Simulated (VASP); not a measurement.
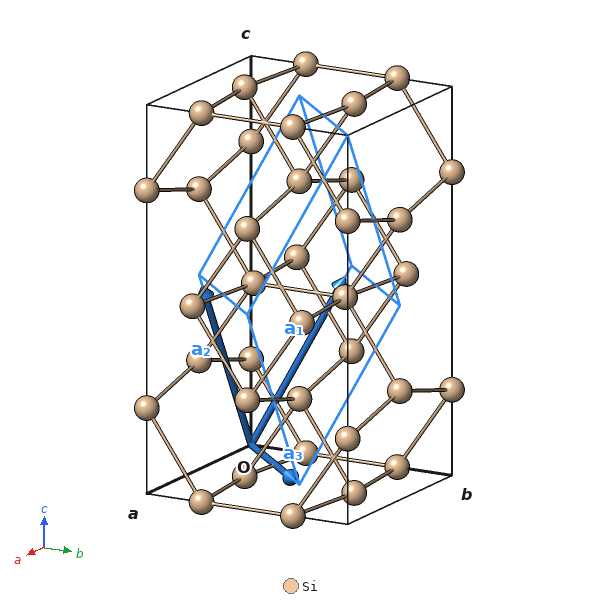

Crystal: Si, a cell listed in the Materials Project, as set up for an electronic-structure calculation. The conventional cell (thin) and a primitive cell (coloured, vectors a₁, a₂, a₃). Symmetry computed with spglib at a tolerance of 0.002 Å; standard conventional cell.

a = 4.845 Å, b = 5.320 Å, c = 9.286 Å, α = 90.00°, β = 90.00°, γ = 90.00°.

> What is the centring, and how are the primitive vectors built?

F, face-centred orthorhombic, with lattice points at (0, 0, 0), (1/2, 0, 1/2), (1/2, 1/2, 0), (0, 1/2, 1/2). a₁ = 1/2 b + 1/2 c; a₂ = 1/2 a + 1/2 c; a₃ = 1/2 a + 1/2 b.

> Give the primitive cell's size and content.

Edges 5.351, 5.237, 3.598 Å; angles 71.86°, 68.44°, 39.71°; volume 59.83 Å³, 1/4 of the conventional cell; 4 of its 16 atoms.
